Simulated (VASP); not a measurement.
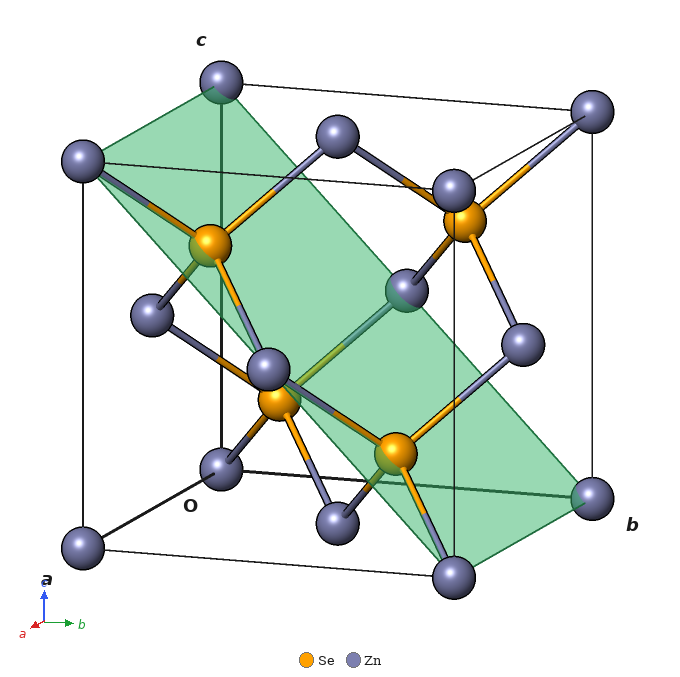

Crystal: ZnSe, the geometry relaxed with VASP Kohn-Sham DFT of a periodic cell, PBE-EpsX, VASP PAW PBE potentials, recommended in VASP 6.6.1. Every member of one family of equally spaced planes, hx + ky + lz = a whole number, that cuts the unit cell is shaded (one member passes through the origin O, touching the cell only at an edge or corner). The drawing is computed from the coordinates (standard cell, symmetry found to 0.002 Å).

a = 5.723 Å, b = 5.723 Å, c = 5.723 Å, α = 90.00°, β = 90.00°, γ = 90.00°.

### Index the planes.

(0 1 1); the opposite sign names the same planes. The member next to the origin meets the axes a never, b at 1, c at 1.

### What is the spacing?

d = 4.047 Å.

### Which atoms of the cell lie in these planes (within 0.03 Å)?

2 of the 4 Zn, 2 of the 4 Se.
